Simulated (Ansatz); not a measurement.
# Calculations on SiNi$_{3}$

**1. Relaxation**

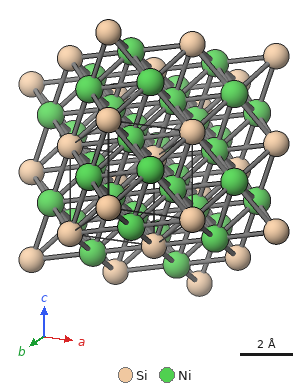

Starting structure of a crystal of SiNi₃ (set up in Pm-3m). Style: ball-and-stick. Shown: the cell of the calculation, repeated 2 × 2 × 2 with one cell outlined, from a free direction.

These are results of DFT PBE, scalar-relativistic, plane waves, PAW in Ansatz 0.2.0, not measurements.

Input file:
```yaml
crystal:
  lattice:
    - [3.5511, 0.0, 0.0]
    - [0.0, 3.5511, 0.0]
    - [0.0, 0.0, 3.5511]
  atoms:
    - { symbol: Si, position: [0.0, 0.0, 0.0] }
    - { symbol: Ni, position: [0.0, 0.5, 0.5] }
    - { symbol: Ni, position: [0.5, 0.0, 0.5] }
    - { symbol: Ni, position: [0.5, 0.5, 0.0] }
basis:
  ecutwfc: 420
kpoints:
  mp_grid: { grid: [12, 12, 12] }
hamiltonian:
  xc: pbe
scf:
  occupations: { method: gaussian, width: 0.1 }
output:
  forces: true
  stress: true
  eigenvalues: true
relax:
  adjacent_minimum: "off"
  f_tol: 0.005
  max_steps: 80
  cell: { stress_tol: 0.05 }
```

Launched with:
```bash
ansatz run input.yaml --threads 1 --pin off --max-ram 2560MiB --backend cpu --events-out ev --progress --plain --runs-dir out
```

What does the optimiser find from here?

Over 3 accepted moves (4 points after the start) the energy falls by 40.2 meV per cell of the calculation. All forces vanish by symmetry, so only the cell relaxes. Pressure: −7.43 GPa at the start and 0.01 GPa at the end. The SCF was repeated once at an unchanged geometry on a basis and grid sized afresh for the cell, which shifted the energy by 0.6 meV per cell of the calculation at most. The atoms keep their places relative to the cell (all moves are under 0.005 Å). The drawn cell changes as follows: a = b = c 3.551 → 3.506 Å (−1.3 %); the volume changes by −3.7 %. Some distances before and after: Si1–Ni2 2.511 → 2.479 Å, Ni2–Ni3 2.511 → 2.479 Å. The space group stays Pm-3m (No. 221). The run took 35 s on 1 thread of Arm Neoverse V2, on a shared host, peak memory 0.39 GiB.

After the run, drawn alike:

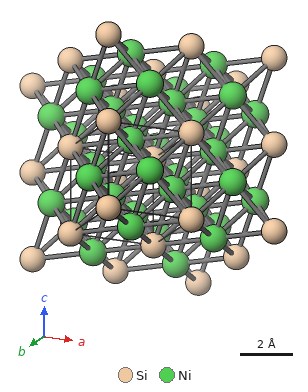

Limits of the set-up: an element that often carries a moment was run without spin polarisation.

**2. A change**

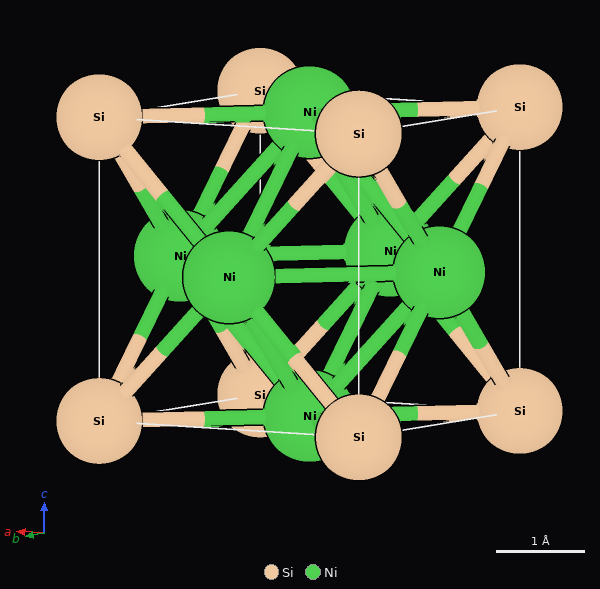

The starting point is solid SiNi3 (set up in Pm-3m). A ball-and-stick model of the cell of the calculation, seen from a free direction.

These are results of DFT PBE, scalar-relativistic, plane waves, PAW (Ansatz), not measurements. Settings: plane-wave cutoff 420 eV; k-point mesh 14 × 14 × 14; occupations gaussian; smearing width 0.1 eV; no spin polarisation.

Change: Equal strain along all axes, +4.5 %, is applied. Symmetry leaves the atoms no freedom, so this is a single point.

Q: Predict the response.

A: Energy change: +111 meV per atom. The pressure goes from 0.0 to −20.5 GPa. All forces vanish by symmetry. Among the bonded contacts that change: Ni–Si 2.479 → 2.591 Å, Ni–Ni 2.479 → 2.591 Å. The space group stays Pm-3m (No. 221).

Drawn alike, the variant:

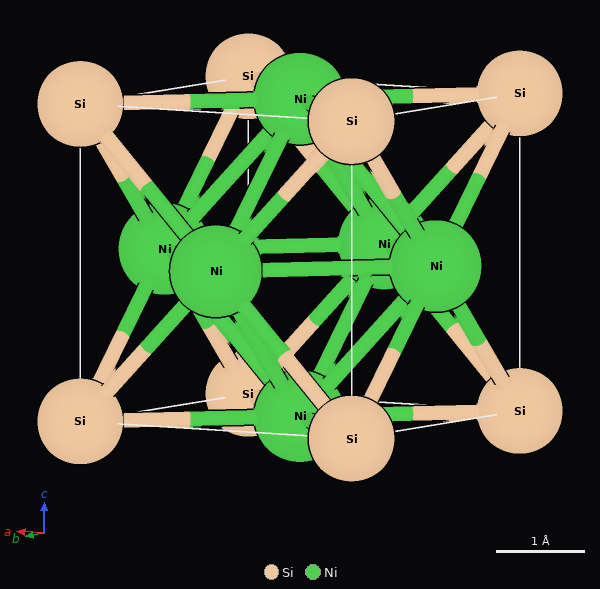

Limits of the set-up: an element that often carries a moment was run without spin polarisation.

**3. Series**

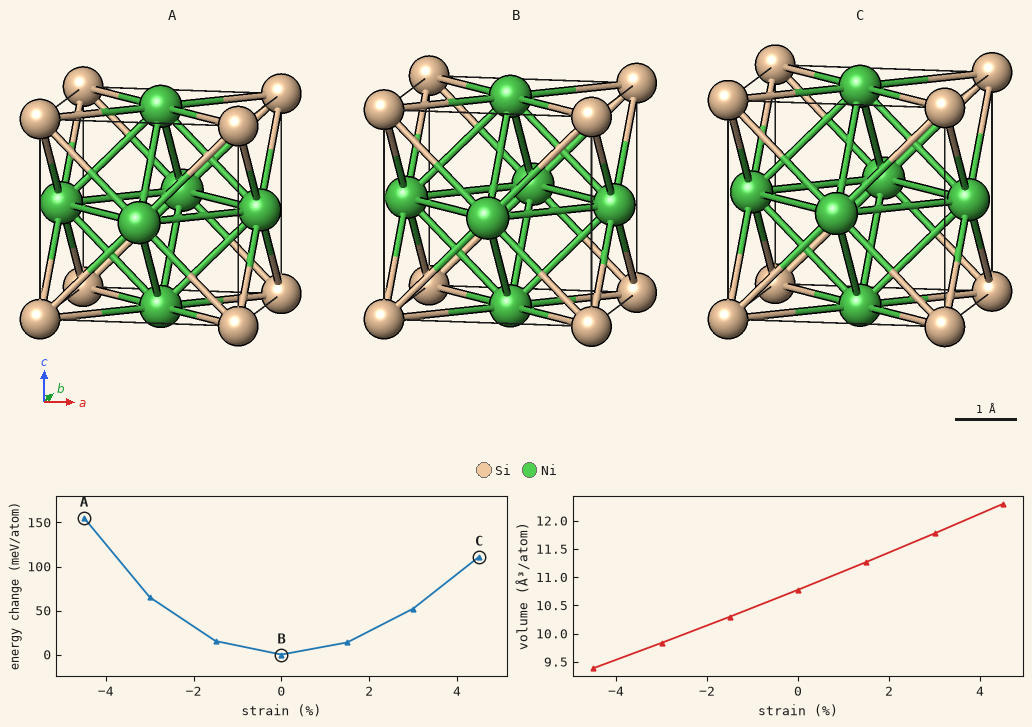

Members of a series of calculations on a crystal of SiNi$_{3}$ (set up in Pm-3m), marked on the first curve. Style: ball-and-stick. Shown: the cell of the calculation, slightly off an axis.

These are results of DFT PBE, scalar-relativistic, plane waves, PAW in Ansatz 0.2.0, not measurements. Set-up: plane-wave cutoff 420 eV; k-point mesh 14 × 14 × 14; occupations gaussian; smearing width 0.1 eV; no spin polarisation.

Question: Describe the series.

Answer: Equal strain along all axes, cell held, atoms relaxed. A (strain −4.5 %): energy change 155 meV/atom, volume 9.39 Å³ per atom. B (strain 0.0 %): energy change 0.0 meV/atom, volume 10.78 Å³ per atom. C (strain 4.5 %): energy change 111 meV/atom, volume 12.30 Å³ per atom. The rest compares A with C. The volume changes by +31.0 %, with a = b = c 3.348 → 3.664 Å (+9.4 %). Near-neighbour distances before and after: Ni–Si 2.368 → 2.591 Å, Ni–Ni 2.368 → 2.591 Å.

Limits of the set-up: an element that often carries a moment was run without spin polarisation.
